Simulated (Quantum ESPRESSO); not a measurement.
# Ta: single-point calculation

Ta (1 atom in the cell), computed with Kohn-Sham DFT of a periodic cell, r2SCAN, SG15 PBE 1.2, no spin polarisation (Quantum ESPRESSO 7.5).

The structure derives from an entry of the Crystallography Open Database. The volume is scaled by 0.96.

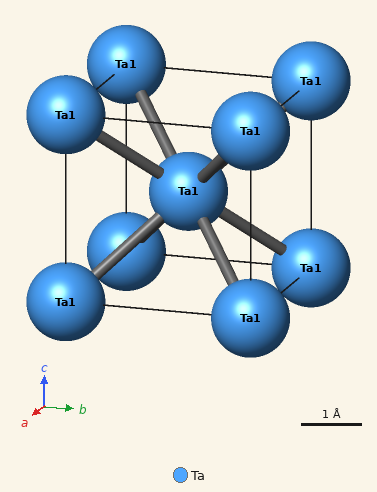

The input geometry (ball-and-stick view of the cell 2 times as large as that of the calculation, set on its symmetry axes, seen slightly off an axis; atoms are numbered from 1 in the order of the input). An atom can appear more than once, as a periodic image. Near neighbours in the periodic cell (some may lie outside the picture): Ta has 8 Ta at 2.82 Å.

Key numbers

```tsv
quantity	value
outcome	converged
space group (tolerance 0.01 Å)	Im-3m (229)
electrons treated	27
free energy	−6740.3394 eV
Fermi energy	30.523 eV
gap on the k-point mesh	none (metallic)
pressure	−3.88 GPa
hardware	2 threads of Intel Xeon @ 2.90GHz (Ice Lake), 128 GiB of memory available, shared host
wall time	94 s (CPU time 3.1 min)
peak memory	0.22 GiB
```

Further notes kept with the run: potentials made for another functional. Points of doubt noted for this run: coarse mesh; potentials made for another functional. Spin–orbit coupling is left out, which matters for Ta.

Input
```
&CONTROL
  calculation = 'scf'
  prefix = 'pwscf'
  outdir = './tmp'
  pseudo_dir = './pseudo'
  tstress = .true.
  disk_io = 'nowf'
/
&SYSTEM
  ibrav = 0
  nat = 1
  ntyp = 1
  ecutwfc = 75
  nbnd = 21
  input_dft = 'r2scan'
  occupations = 'smearing'
  smearing = 'fd'
  degauss = 0.00367493
  nosym = .true.
  nr1 = 32
  nr2 = 32
  nr3 = 32
/
&ELECTRONS
  conv_thr = 1d-08
  electron_maxstep = 120
  mixing_beta = 0.5
/
ATOMIC_SPECIES
Ta   180.9479 Ta_ONCV_PBE-1.2.upf
CELL_PARAMETERS angstrom
  -1.6289626696    1.6289626696    1.6289626696
   1.6289626696   -1.6289626696    1.6289626696
   1.6289626696    1.6289626696   -1.6289626696
ATOMIC_POSITIONS crystal
Ta     0.0000000000    0.0000000000    0.0000000000
K_POINTS automatic
8 8 8 0 0 0
```

Command:
```bash
OMP_NUM_THREADS=1 mpirun -n 2 pw.x -nk 2 -in pw.in > pw.out
```

Output
```
This program is part of the open-source Quantum ESPRESSO suite
     for quantum simulation of materials; please cite
         "P. Giannozzi et al., J. Phys.:Condens. Matter 21 395502 (2009);
         "P. Giannozzi et al., J. Phys.:Condens. Matter 29 465901 (2017);
         "P. Giannozzi et al., J. Chem. Phys. 152 154105 (2020);
          URL
     in publications or presentations arising from this work. More details at

     IMPORTANT: XC functional enforced from input :
     Exchange-correlation= R2SCAN
                           (   0   0   0   0   0 497 498)
     Any further DFT definition will be discarded
     Please, verify this is what you really want

     K-points division:     npool     =       2
     Subspace diagonalization in iterative solution of the eigenvalue problem:
     a serial algorithm will be used

     G-vector sticks info
     --------------------
     sticks:   dense  smooth     PW     G-vecs:    dense   smooth      PW
     Sum         637     637    229                10185    10185    2243

     Using Slab Decomposition

     bravais-lattice index     =            0
     lattice parameter (alat)  =       5.3318  a.u.
     unit-cell volume          =     116.6783 (a.u.)^3
     number of atoms/cell      =            1
     number of atomic types    =            1
     number of electrons       =        27.00
     number of Kohn-Sham states=           21
     kinetic-energy cutoff     =      75.0000  Ry
     charge density cutoff     =     300.0000  Ry
     scf convergence threshold =      1.0E-08
     mixing beta               =       0.5000
     number of iterations used =            8  plain     mixing
     Exchange-correlation= R2SCAN
                           (   0   0   0   0   0 497 498)

     celldm(1)=   5.331760  celldm(2)=   0.000000  celldm(3)=   0.000000
     celldm(4)=   0.000000  celldm(5)=   0.000000  celldm(6)=   0.000000

     crystal axes: (cart. coord. in units of alat)
               a(1) = (  -0.577350   0.577350   0.577350 )
               a(2) = (   0.577350  -0.577350   0.577350 )
               a(3) = (   0.577350   0.577350  -0.577350 )

     reciprocal axes: (cart. coord. in units 2 pi/alat)
               b(1) = ( -0.000000  0.866025  0.866025 )
               b(2) = (  0.866025 -0.000000  0.866025 )
               b(3) = (  0.866025  0.866025  0.000000 )

     PseudoPot. # 1 for Ta read from file:
     Ta_ONCV_PBE-1.2.upf
     Pseudo is Norm-conserving, Zval = 27.0
     Generated using ONCVPSP code by D. R. Hamann
     Using radial grid of  602 points,  8 beta functions with:
                l(1) =   0
                l(2) =   0
                l(3) =   1
                l(4) =   1
                l(5) =   2
                l(6) =   2
                l(7) =   3
                l(8) =   3

     atomic species   valence    mass     pseudopotential
     Ta               27.00   180.94790     Ta( 1.00)

     No symmetry found

   Cartesian axes

     site n.     atom                  positions (alat units)
         1        Ta     tau(   1) = (   0.0000000   0.0000000   0.0000000  )

     number of k points=   260  Fermi-Dirac smearing, width (Ry)=  0.0037

     Number of k-points >= 100: set verbosity='high' to print them.

     Dense  grid:    10185 G-vectors     FFT dimensions: (  32,  32,  32)

     WARNING: libxc functional with ID  497 depends
      on external parameters: check the user_guide of
      QE if you need to modify them or to check their
      default values.

     WARNING: libxc functional with ID  498 depends
      on external parameters: check the user_guide of
      QE if you need to modify them or to check their
      default values.

     Initial potential from superposition of free atoms

     starting charge      26.9106, renormalised to      27.0000
     Starting wfcs are random

     Self-consistent Calculation

     iteration #  1     ecut=    75.00 Ry     beta= 0.50
     Davidson diagonalization with overlap
     ethr =  1.00E-02,  avg # of iterations =  8.8

     total energy              =    -495.17154527 Ry
     estimated scf accuracy    <      53.69966349 Ry

     iteration #  2     ecut=    75.00 Ry     beta= 0.50
     Davidson diagonalization with overlap
     ethr =  1.00E-02,  avg # of iterations =  1.0

     total energy              =    -495.39431528 Ry
     estimated scf accuracy    <      16.96461129 Ry

     iteration #  3     ecut=    75.00 Ry     beta= 0.50
     Davidson diagonalization with overlap
     ethr =  1.00E-02,  avg # of iterations =  1.0

     total energy              =    -495.40516092 Ry
     estimated scf accuracy    <       0.14000328 Ry

     iteration #  4     ecut=    75.00 Ry     beta= 0.50
     Davidson diagonalization with overlap
     ethr =  5.19E-04,  avg # of iterations =  1.1

     total energy              =    -495.40578203 Ry
     estimated scf accuracy    <       0.00310124 Ry

     iteration #  5     ecut=    75.00 Ry     beta= 0.50
     Davidson diagonalization with overlap
     ethr =  1.15E-05,  avg # of iterations =  2.3

     total energy              =    -495.40580773 Ry
     estimated scf accuracy    <       0.00005086 Ry

     iteration #  6     ecut=    75.00 Ry     beta= 0.50
     Davidson diagonalization with overlap
     ethr =  1.88E-07,  avg # of iterations =  1.9

     total energy              =    -495.40581078 Ry
     estimated scf accuracy    <       0.00004894 Ry

     iteration #  7     ecut=    75.00 Ry     beta= 0.50
     Davidson diagonalization with overlap
     ethr =  1.81E-07,  avg # of iterations =  1.0

     total energy              =    -495.40581106 Ry
     estimated scf accuracy    <       0.00000193 Ry

     iteration #  8     ecut=    75.00 Ry     beta= 0.50
     Davidson diagonalization with overlap
     ethr =  7.16E-09,  avg # of iterations =  1.0

     total energy              =    -495.40581110 Ry
     estimated scf accuracy    <       0.00000028 Ry

     iteration #  9     ecut=    75.00 Ry     beta= 0.50
     Davidson diagonalization with overlap
     ethr =  1.04E-09,  avg # of iterations =  1.0

     End of self-consistent calculation

     Number of k-points >= 100: set verbosity='high' to print the bands.

     the Fermi energy is    30.5231 ev

!    total energy              =    -495.40581110 Ry
     estimated scf accuracy    <          3.3E-09 Ry
     smearing contrib. (-TS)   =      -0.00049316 Ry
     internal energy E=F+TS    =    -495.40531794 Ry

     The total energy is F=E-TS. E is the sum of the following terms:
     one-electron contribution =    -120.44498701 Ry
     hartree contribution      =      95.47617716 Ry
     xc contribution           =     -39.51571610 Ry
     ewald contribution        =    -430.92079200 Ry

     convergence has been achieved in   9 iterations

     Computing stress (Cartesian axis) and pressure

          total   stress  (Ry/bohr**3)                   (kbar)     P=      -38.78
  -0.00026362   0.00000001   0.00000000          -38.78        0.00        0.00
   0.00000001  -0.00026363   0.00000001            0.00      -38.78        0.00
   0.00000000   0.00000001  -0.00026360            0.00        0.00      -38.78

=------------------------------------------------------------------------------=
   JOB DONE.
=------------------------------------------------------------------------------=
```

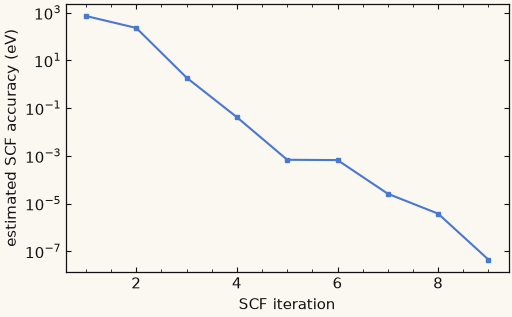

Convergence of the self-consistent field: estimated SCF accuracy against the iteration. The field takes 9 iterations in all.
